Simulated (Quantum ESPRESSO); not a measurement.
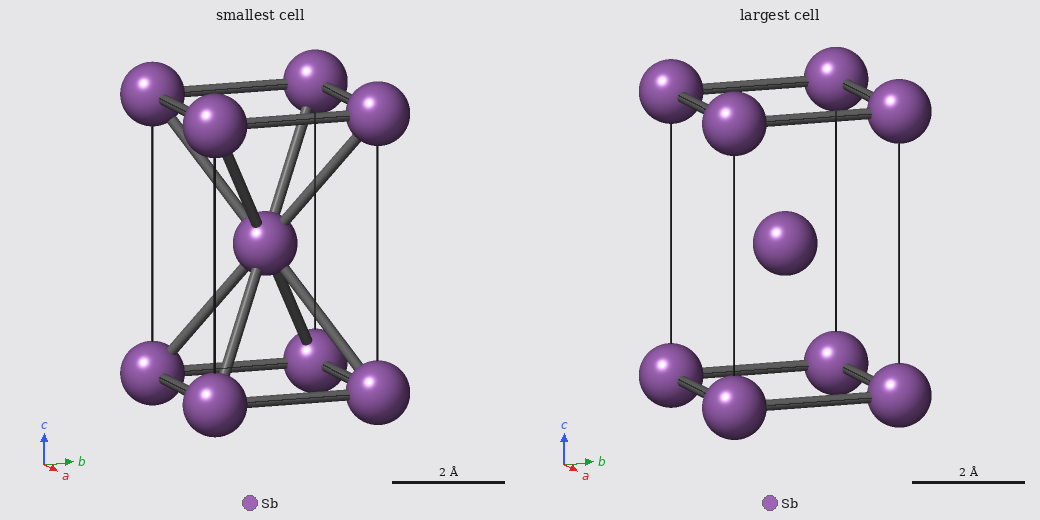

Sb, space group I4/mmm (No. 139), relaxed (cell and atoms, zero pressure) with four choices of dispersion term on top of PBEsol; the smallest and the largest of the relaxed conventional cells are drawn to one scale (sticks follow a distance rule). The start was a structure listed in the Materials Project. This isn't the form of Sb at room conditions, which is rhombohedral.

Alike in all runs: Quantum ESPRESSO 7.5; functional PBEsol; potentials GBRV 1.5 PBEsol; cutoff 612 eV; k mesh 12 × 12 × 12 on the run's cell of 1 atom; occupations fermi-dirac, width 0.05 eV; no spin polarisation; no spin-orbit coupling. All runs are metallic.

```tsv
level	volume (Å³/atom)	a (Å)	c (Å)
D3(BJ)	25.18	3.138	5.116
rVV10	?	?	?
D3	25.89	3.164	5.172
none	26.27	3.177	5.206
```

**Fill in the row of rVV10.**

Volume 25.45 Å³/atom; a 3.148 Å; c 5.137 Å. That is between D3(BJ) and D3 in volume.

**Order the levels by the relaxed volume, smallest first.**

D3(BJ) (25.18 Å³/atom), rVV10 (25.45 Å³/atom), D3 (25.89 Å³/atom), none (26.27 Å³/atom). Rows within a few tenths of a per cent can't be told apart.

Caveat: pairwise dispersion terms can overbind metals strongly.
